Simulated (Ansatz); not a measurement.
**Ti(211) (Im-3m bulk, 9 atomic planes (those closer than 0.6 Å count as one), 10 Å): images, spectra and barriers**

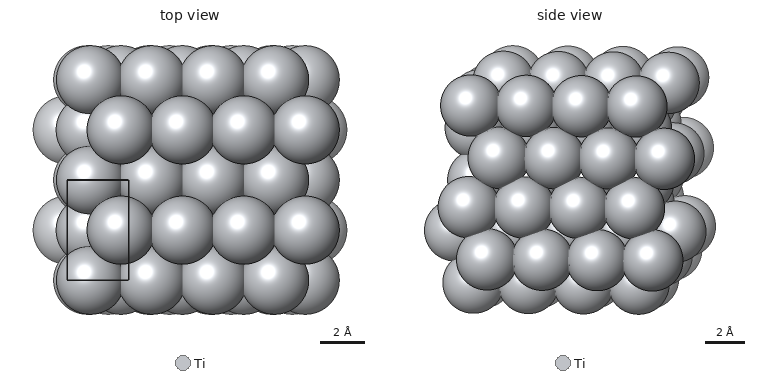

The relaxed structure from above and from the side.

The calculation used DFT PBE, scalar-relativistic, plane waves, PAW in Ansatz. Cutoff 420 eV, 18 × 11 k-points, Gaussian smearing 0.1 eV, dipole correction. The slab is a cut without reconstruction beyond its cell, at the source's lattice constants, with its lower half held fixed and the rest relaxed. This isn't the element's usual hcp form. No spin polarisation. The run couldn't confirm all of its levels under its output density. The run warns that the functional's potential is rough in the thin density of the vacuum, where the tip is; weak contrasts and barriers may feel it.

Images follow the Tersoff–Hamann model: the current is the local density of the sample's states between the Fermi level and the bias, at the tip's centre. Bias windows are sharp sums over the levels of the k mesh.

```cif
data_structure
_symmetry_space_group_name_H-M 'P 1'
_symmetry_Int_Tables_number 1
_cell_length_a 2.8423
_cell_length_b 4.6414
_cell_length_c 27.7190
_cell_angle_alpha 90.000
_cell_angle_beta 90.000
_cell_angle_gamma 90.000
_cell_volume 365.68
loop_
_atom_site_label
_atom_site_type_symbol
_atom_site_fract_x
_atom_site_fract_y
_atom_site_fract_z
_atom_site_occupancy
Ti1 Ti 0.33333 0.50000 0.30665 1
Ti2 Ti 0.66667 0.00000 0.35499 1
Ti3 Ti 0.00000 0.50000 0.40332 1
Ti4 Ti 0.33333 0.00000 0.45166 1
Ti5 Ti 0.41997 0.50000 0.49682 1
Ti6 Ti 0.87734 0.00000 0.54363 1
Ti7 Ti 0.37418 0.50000 0.59418 1
Ti8 Ti 0.37873 0.00000 0.64032 1
Ti9 Ti 0.87775 0.50000 0.67954 1
```

The last single point, restarted from the relaxation's density, took 120 s on 1 thread of AMD EPYC 9R45 (Zen 5), with other jobs on the host, peak memory 1.6 GiB.

## 1. One image

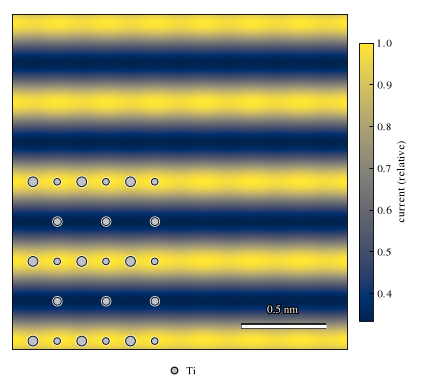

Constant-height image 3.5 Å above the topmost atom of this surface, sample bias +1.50 V. The atoms seen from above are drawn over one corner (deeper ones smaller).

Question: Assign the bright and dark features to the surface structure.

Answer: The brightest spots lie over the sites above the Ti atoms 2.4 Å below the top plane and the top Ti atoms; the darkest points are over bridge points of the top Ti atoms (with a hidden Ti atom 3.8 Å below the top plane) and the Ti atoms 1.1 Å below the top plane. The brightest point carries 3 times the current of the darkest.

## 2. Approach curves

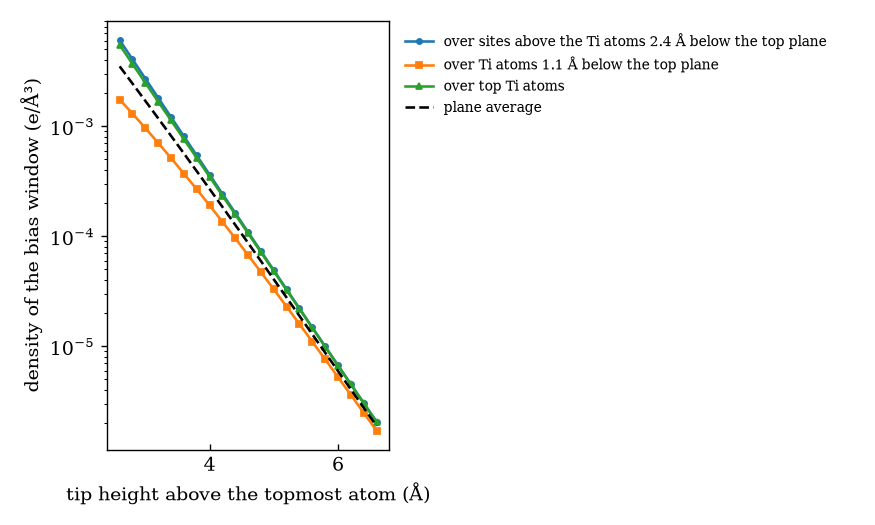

Approach curves over this surface at a sample bias of +1.00 V.

Question: How fast does the current decay, and what apparent barrier height does that imply?

Answer: Near 4 Å the plane average falls as exp(−1.87 z/Å), a factor of 6.5 per ångström, which gives an apparent barrier of 3.3 eV (0.952 eV Å² times the slope squared). The vacuum level lies 3.68 eV above zero bias. The upper edge of the window lies 2.68 eV under it. The apparent barrier is above 2.68 eV. At 4 Å the 0.50 eV of states nearest the upper edge carry 46 % of the density.

## 3. Bias series

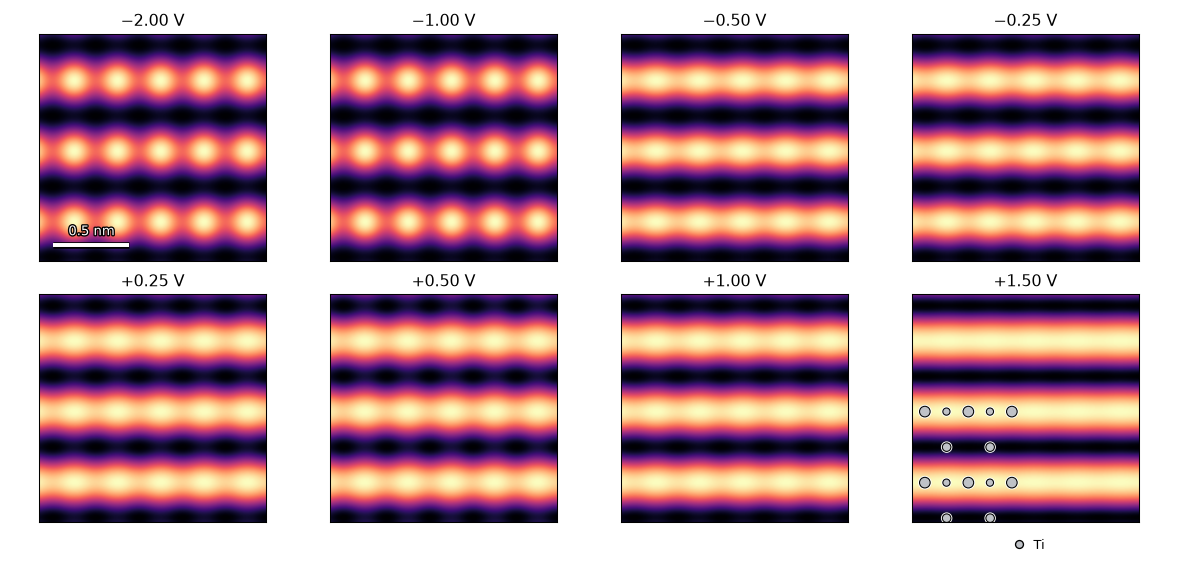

Constant-current images of this surface at 8 sample biases, each on its own colour scale; the last has the atoms seen from above drawn over one corner (deeper ones smaller).

Question: How do the images change with bias?

Answer:
| bias | set point (e/Å³) | corrugation | brightest over |
| --- | --- | --- | --- |
| −2.00 V | 1.3 × 10⁻⁴ | 6 pm | sites above the Ti atoms 2.4 Å below the top plane |
| −1.00 V | 1.1 × 10⁻⁴ | 5 pm | sites above the Ti atoms 2.4 Å below the top plane |
| −0.50 V | 8.3 × 10⁻⁵ | 16 pm | sites above the Ti atoms 2.4 Å below the top plane |
| −0.25 V | 7.1 × 10⁻⁵ | 19 pm | sites above the Ti atoms 2.4 Å below the top plane |
| +0.25 V | 8.0 × 10⁻⁵ | 31 pm | sites above the Ti atoms 2.4 Å below the top plane |
| +0.50 V | 1.4 × 10⁻⁴ | 35 pm | sites above the Ti atoms 2.4 Å below the top plane |
| +1.00 V | 2.7 × 10⁻⁴ | 38 pm | sites above the Ti atoms 2.4 Å below the top plane |
| +1.50 V | 5.0 × 10⁻⁴ | 55 pm | sites above the Ti atoms 2.4 Å below the top plane and top Ti atoms |

The slab has states at the Fermi level, so this model gives a current down to small biases. Its work function (top face) is 3.68 eV.

The weakest contrasts here depend on the k mesh and on the tip.
